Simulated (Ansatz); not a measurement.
# KCl: what the fields show

Input

```
crystal:
  lattice:
    - [3.59766, 0.0, 0.0]
    - [0.0, 3.59766, 0.0]
    - [0.0, 0.0, 3.634]
  atoms:
    - { symbol: K, position: [0.0, 0.0, 0.0] }
    - { symbol: Cl, position: [0.5, 0.5, 0.5] }
kpoints:
  mp_grid: { grid: [7, 7, 7] }
scf:
  occupations: { method: fermi_dirac, width: 0.02 }
hamiltonian:
  xc: pbe
  pseudopotentials: { kind: paw }
output:
  forces: true
  stress: true
  eigenvalues: true
  efg: { contact_densities: true }
  write_density: true
  write_potential: true
  elf: true
  volumetric_format: npy
```

Launched as:

```sh
ansatz run input.yaml --threads 1 --pin off --max-ram 3072MiB --backend cpu --events-out ev --progress --plain --runs-dir out
```

Below, planes, directions and counts refer to the conventional cell (a = 3.60 Å, b = 3.60 Å, c = 3.63 Å, α = 90.00°, β = 90.00°, γ = 90.00°).

Space group P4/mmm; changed on purpose from its base cell (equal xx and yy strain of -1 %, PAW files); computed pressure about 5 GPa in this cell.

The calculation used Ansatz, DFT, PBE, PAW with Ansatz's default frozen-core files, scalar-relativistic.

Core electrons are frozen (PAW), and the valence fields are smoothed inside the atomic spheres.

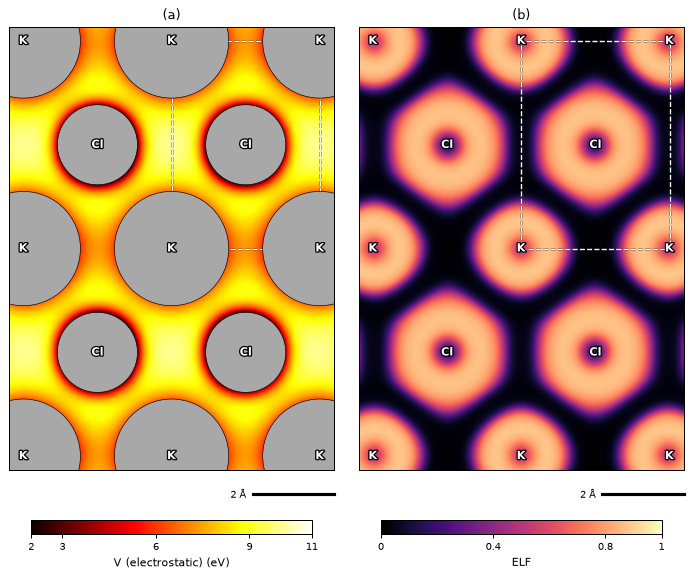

Figure 1. (a) electrostatic potential energy of an electron; (b) electron localisation function on the (110) plane of the conventional cell. Grey discs cover the atomic cores in the potential map.

> Read the bonding off the picture.

- Atoms in the plane: K and Cl.
- K–Cl (3.13 Å): the ELF is about 0.10 at the midpoint: a closed-shell, largely ionic contact.
- The features right at K lie inside the PAW spheres, where the map follows smoothed inner orbitals and isn't to be read closely.
- Outside the cores the potential energy rises away from the atoms and is highest about 1.8 Å from the nearest atoms; its zero is arbitrary.

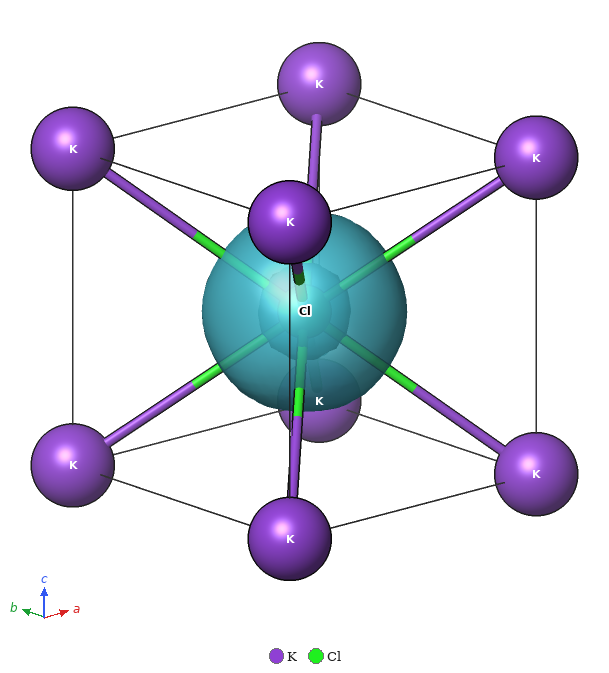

Figure 2. Isosurface of the ELF at 0.8 (cyan), seen at an oblique angle. Only the valence region is drawn (cores and ρ < 0.01 e/Å³ removed). Sticks mark near contacts.

> Where are the electrons localised?

At this value the surface marks out one region wrapped around Cl (its valence shell), counted in one cell of 2 atoms. Regions shared between cells count once.

> Does the calculation give a band gap?

It is gapped, with a Kohn–Sham gap of 5.7 eV on the k-point mesh (the band edges may lie off the mesh, which would make the gap smaller).
